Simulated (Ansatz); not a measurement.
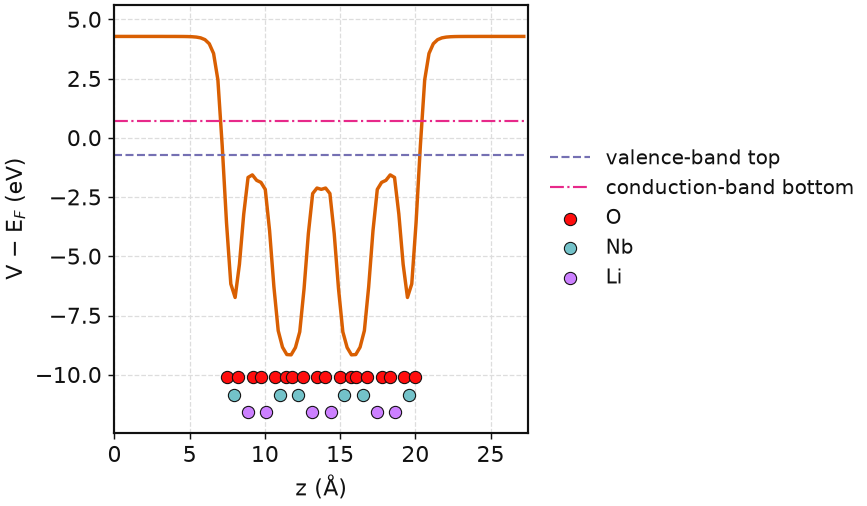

Plane-averaged electrostatic potential energy of an electron across the slab; circles at the bottom mark the heights of the atoms.

Calculation on a (101) slab cut from LiNbO₃ (R-3), unrelaxed, ended by O planes, 30 atoms in the cell.

Computed with Ansatz: DFT PBEsol, scalar-relativistic, plane waves, PAW, no spin polarisation, 6×6×1 k mesh, Gaussian smearing of 0.05 eV.

What are the ionisation potential and the electron affinity of the slab?

Answer. From the vacuum level at the right face the ionisation potential is 5.01 eV and the electron affinity 3.56 eV; the left face gives the same. The slab's gap, their difference before rounding, is 1.45 eV. The two vacuum levels agree, so the slab has no net dipole along its normal.

How thick are slab and vacuum?

Answer. The outermost atoms are 12.5 Å apart, which leaves 15.0 Å of vacuum in a cell 27.5 Å high.

The atoms aren't at rest in this cell (largest force 4.4 eV/Å), so the relaxed material can differ.
